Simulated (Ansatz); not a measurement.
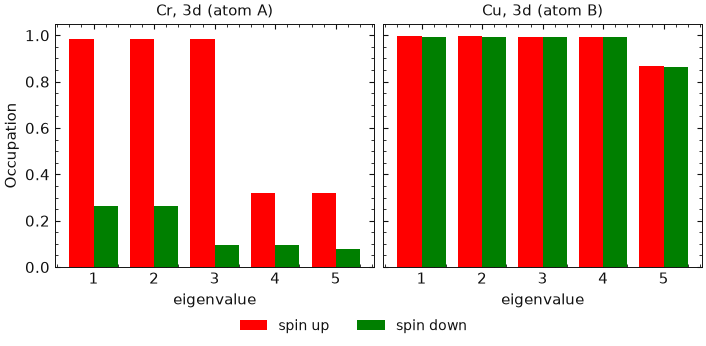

Eigenvalues of the local occupation matrix of the d shell, one panel for each unlike atom (Löwdin-orthogonalised atomic projectors).

Calculation on CrCuO₂, space group R-3m (No. 166), 4 atoms in the cell, CrCuO2 type.

Computed with Ansatz: DFT PBE+U+J, scalar-relativistic, plane waves, PAW, U = 2 eV, J = 0.7 eV on Cr d; U = 2 eV, J = 0.7 eV on Cu d, spin-polarised, 7×7×7 k mesh, 420 eV cutoff, Gaussian smearing of 0.05 eV.

> How many states of the shell are filled, counting eigenvalues over 0.6?

Counting eigenvalues over 0.6 as filled, Cr (atom A) has 3 filled d states (d³), 3 up and 0 down; the eigenvalues sum to 4.4; Cu (atom B) has 10 filled d states (d¹⁰), 5 up and 5 down; the eigenvalues sum to 9.7. The small eigenvalues come from mixing with neighbours' orbitals.

Start of the run: antiferromagnetic site moments held at first, then free. Such runs often end in metastable states, so this need not be the lowest one. The shell occupations typed at the start changed during the run. The occupations of the open shells lower the symmetry of the state. The cell is at 6 GPa in this functional.
